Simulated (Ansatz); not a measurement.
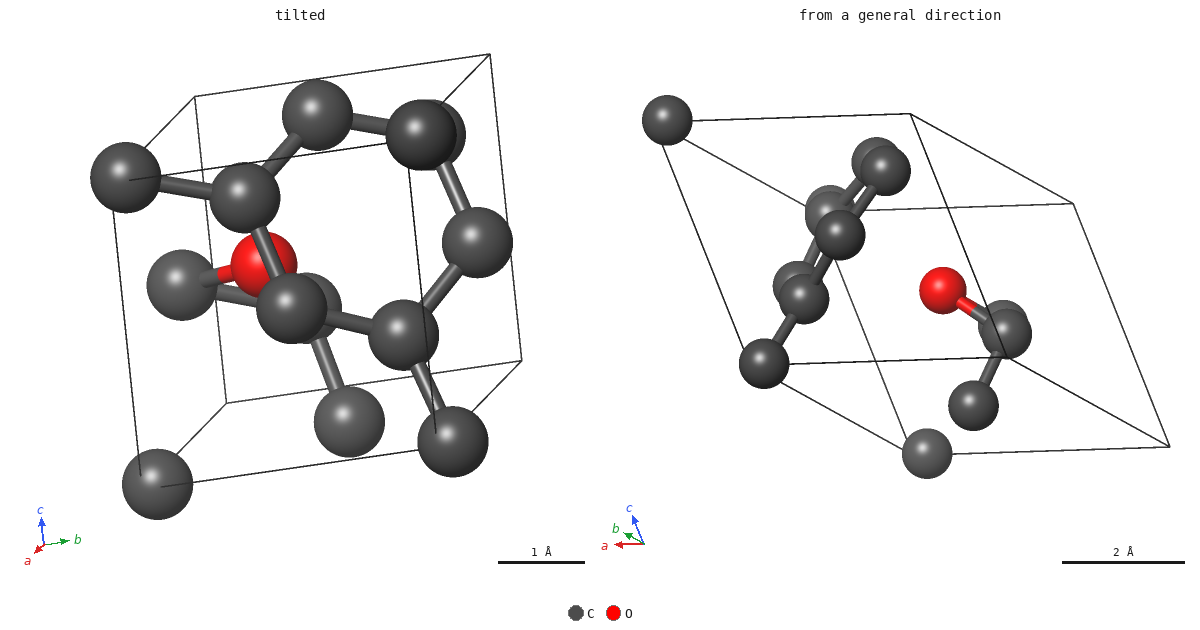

Ball-and-stick drawing of the structure, looking slightly off an axis and from a general direction. Atoms at the boundary of the supercell (the box) are drawn once for each face, edge or corner they touch. The host is C, in a cell of 8 sites, and the cell is neutral.

Q: Spot the defect.

A: An interstitial oxygen atom. It is bonded to two C in a bent arrangement at about 1.4 Å.

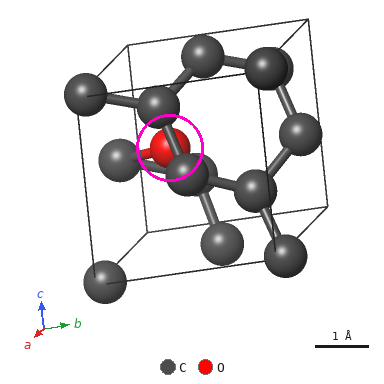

The same cell with a ring at the defect's site.

The atoms were relaxed in the host's cell with DFT PBE+D3(BJ), scalar-relativistic, plane waves, PAW in Ansatz 0.2.0.
